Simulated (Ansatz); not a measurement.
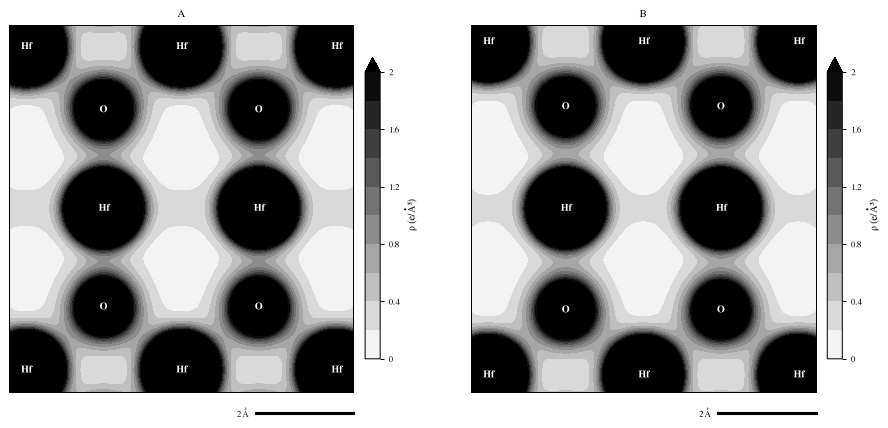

HfO$_{2}$. The valence electron density of two cells that differ in size and shape, on the (110) plane of each (indices in the axes of the calculation cell), at one length scale and on one colour scale: B has 12.4 Å³ an atom and A 11.7.

Theory: DFT LDA, scalar-relativistic, plane waves, PAW in Ansatz 0.2.0.

The density is the valence pseudo-density of a PAW calculation; it isn't the true density close to the nuclei.

### What changes from the larger cell to the smaller?

From the larger cell to the smaller, Hf–Hf goes from 3.19 to 3.19 Å, and the density at its midpoint from 0.22 to 0.24 e/Å³; Hf–O goes from 2.08 to 2.05 Å, and the density at its midpoint from 0.79 to 0.84 e/Å³; the pressure goes from −4.2 to 10 GPa; the Kohn–Sham gap goes from 3.8 eV to 4.0 eV.
